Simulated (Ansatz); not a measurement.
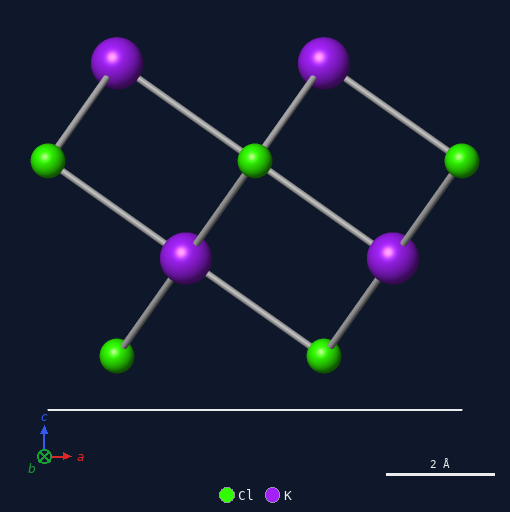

This is the input geometry for a constrained relaxation of a slab of composition KCl (cut from the Fm-3m phase). The picture is a ball-and-stick view of the cell of the calculation, outlined in the plane, without the vacuum (origin shifted), seen along the b axis.

Case: clean slab, lower planes held. The slab is the (1 1 1) face of KCl. 8 atoms are held fixed.

Computed with Ansatz 0.2.0, DFT PBE+D3(BJ), scalar-relativistic, plane waves, PAW.

Input file:
```yaml
crystal:
  lattice:
    - [8.8578477482, 0.0, 0.0]
    - [-4.4289238741, 7.6711211728, 0.0]
    - [0.0, 0.0, 21.4243018006]
  atoms:
    - { symbol: Cl, position: [0.1666666667, 0.3333333333, 0.3734077346] }
    - { symbol: Cl, position: [0.1666666667, 0.8333333333, 0.3734077346] }
    - { symbol: Cl, position: [0.6666666667, 0.3333333333, 0.3734077346] }
    - { symbol: Cl, position: [0.6666666667, 0.8333333333, 0.3734077346] }
    - { symbol: K, position: [0.3333333333, 0.1666666667, 0.4578025782] }
    - { symbol: K, position: [0.3333333333, 0.6666666667, 0.4578025782] }
    - { symbol: K, position: [0.8333333333, 0.1666666667, 0.4578025782] }
    - { symbol: K, position: [0.8333333333, 0.6666666667, 0.4578025782] }
    - { symbol: Cl, position: [0.5, 0.5, 0.5421974218] }
    - { symbol: Cl, position: [0.5, 0.0, 0.5421974218] }
    - { symbol: Cl, position: [0.0, 0.5, 0.5421974218] }
    - { symbol: Cl, position: [0.0, 0.0, 0.5421974218] }
    - { symbol: K, position: [0.6666666667, 0.3333333333, 0.6265922654] }
    - { symbol: K, position: [0.6666666667, 0.8333333333, 0.6265922654] }
    - { symbol: K, position: [0.1666666667, 0.3333333333, 0.6265922654] }
    - { symbol: K, position: [0.1666666667, 0.8333333333, 0.6265922654] }
basis:
  ecutwfc: 420
kpoints:
  mp_grid: { grid: [2, 2, 1] }
hamiltonian:
  xc: pbe
  dispersion: d3bj
scf:
  occupations: { method: gaussian, width: 0.05 }
output:
  forces: true
  eigenvalues: true
relax:
  adjacent_minimum: "off"
  f_tol: 0.03
  max_steps: 70
  constraints: [{ sites: [0, 1, 2, 3, 4, 5, 6, 7] }]
efield:
  axis: 3
  dipole_correction: true
  ramp_width: 0.04
```

Run as
```bash
ansatz run input.yaml --threads 4 --pin off --max-ram 12288MiB --backend cpu --events-out ev --progress --plain --runs-dir out
```

> What does the optimiser find from here?

The energy falls by 1.024 eV per cell of the calculation in 4 geometry steps. The largest force component goes from 0.99 to 0.0058 eV/Å. The largest moves, 0.65 Å, are those of Cl9, Cl10, Cl11 and Cl12. Cl9 goes along the normal (+c). Largest moves by element: Cl 0.65 Å, K 0.19 Å. The cell stays as it was. Among the contacts that change: K5–Cl10 3.132 → 3.545 Å, Cl10–K13 3.132 → 2.890 Å. Bond angles that change, for instance: K6–Cl11–K13 180.0° → 163.9°, Cl9–K6–Cl10 90.0° → 77.3°, K6–Cl11–K7 90.0° → 77.3°.

After the run, drawn alike:

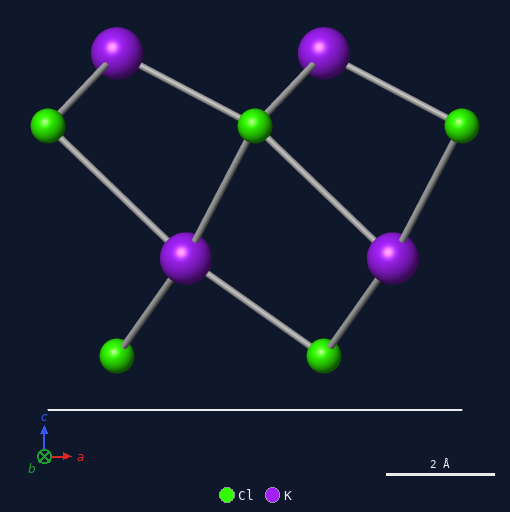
